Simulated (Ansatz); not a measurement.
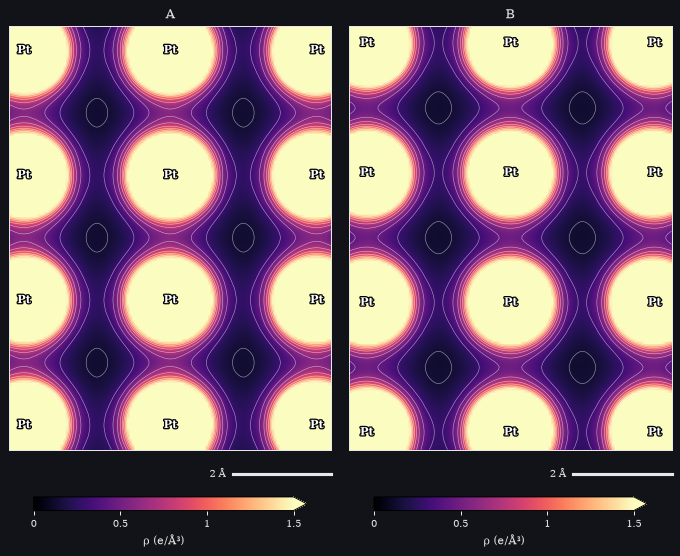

Pt. The valence pseudo-density of two cells that differ in size and shape, on the (101) plane of each (indices in the axes of the calculation cell), at one length scale and on one colour scale: B has 15.1 Å³ an atom and A 14.5.

The calculation used Ansatz, DFT PBE, scalar-relativistic, plane waves, PAW.

The density is the valence pseudo-density of a PAW calculation; it isn't the true density close to the nuclei.

The larger cell:

```yaml
crystal:
  lattice:
    - [0.19850, 2.06436, 2.06436]
    - [2.06436, 0.19850, 2.06436]
    - [2.06436, 2.06436, 0.19850]
  atoms:
    - { symbol: Pt, position: [0.00000, 0.00000, 0.00000] }
```

The smaller cell: a = 2.976 Å, b = 2.976 Å, c = 2.976 Å, α = 50.52°, β = 50.52°, γ = 50.52°.

**What changes from the larger cell to the smaller?**

From the larger cell to the smaller, Pt–Pt goes from 2.64 to 2.54 Å, and the density at its midpoint from 0.48 to 0.58 e/Å³; the pressure goes from 18 to 44 GPa.

PAW datasets: the set soft_1.
